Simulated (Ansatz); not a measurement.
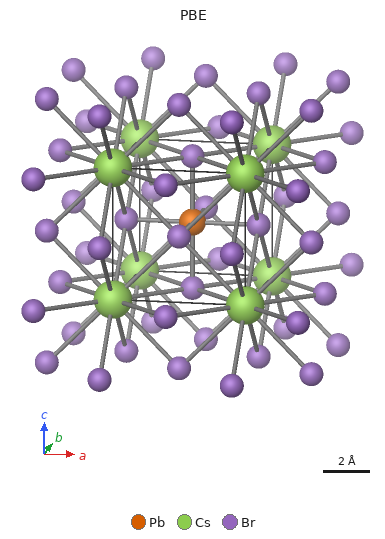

Crystalline CsPbBr3 (set up in Pm-3m), relaxed (cell and atoms) with several functionals. The picture shows the result with PBE. A ball-and-stick model of the cell of the calculation, seen slightly off an axis.

Computed with Ansatz 0.2.0: Ansatz PAW. (plane-wave cutoff 420 eV; k-point mesh 5 × 5 × 5; occupations fermi-dirac; smearing width 0.05 eV; no spin polarisation; cell and atoms relaxed; force threshold 0.01 eV/Å)

```json
{"functional": "PBEsol", "volume (Å³/atom)": "?", "a (Å)": "?"}
{"functional": "PBE", "volume (Å³/atom)": "43.173", "a (Å)": "5.999"}
{"functional": "r2SCAN", "volume (Å³/atom)": "41.758", "a (Å)": "5.932"}
{"functional": "LDA", "volume (Å³/atom)": "38.296", "a (Å)": "5.764"}
```

**Fill in the missing row.**

With PBEsol the volume falls between LDA (38.296) and r2SCAN (41.758). The calculation gives 40.452 Å³/atom (a = 5.870 Å). In order of volume: LDA < PBEsol < r2SCAN < PBE; the spread is 12.7 %.
